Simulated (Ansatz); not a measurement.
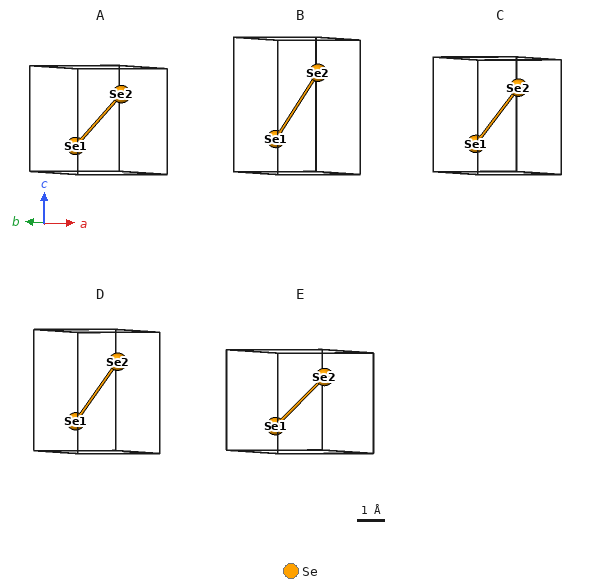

5 geometries from one relaxation of solid Se (a generated structure, set up in P6_3/mmc), in shuffled order. The picture is a ball-and-stick view of the cell of the calculation, seen from a free direction.

Phase: hcp.

Level of theory: DFT, r2SCAN, plane waves (500 eV) with PAW, scalar-relativistic (Ansatz 0.2.0). Settings: plane-wave cutoff 500 eV; k-point mesh 12 × 12 × 6; occupations fermi dirac; smearing width 0.1 eV; no spin polarisation; cell and atoms relaxed; force threshold 0.01 eV/Å; at most 60 steps.

Q: Order the frames from highest to lowest energy.

A: B, D, C, A, E. They are steps 0, 2, 3, 5, 9, at +439 meV per atom, +350 meV per atom, +264 meV per atom, +64.7 meV per atom relative to the last. Over 8 accepted moves (9 points after the start) the energy falls by 439 meV per atom. All forces vanish by symmetry, so only the cell relaxes. Pressure: −4.00 GPa at the start and 0.01 GPa at the end. At 1 point the geometry stayed and the basis and grid were re-selected for the new cell (energy shift of 0.3 meV per atom at most each time). The atoms keep their places relative to the cell (all moves are under 0.005 Å). The drawn cell changes as follows: a = b 3.136 → 3.646 Å (+16.3 %), c 5.121 → 3.830 Å (−25.2 %); the volume changes by +1.1 %. Some distances before and after: Se1–Se1 3.136 → 3.646 Å, Se1–Se2 3.136 → 2.846 Å. The space group stays P6_3/mmc (No. 194). The run took 100 s on 1 thread of Intel(R) Xeon(R) Platinum 8259CL CPU @ 2.50GHz (Skylake/Cascade Lake), with other jobs on the host, peak memory 0.66 GiB.
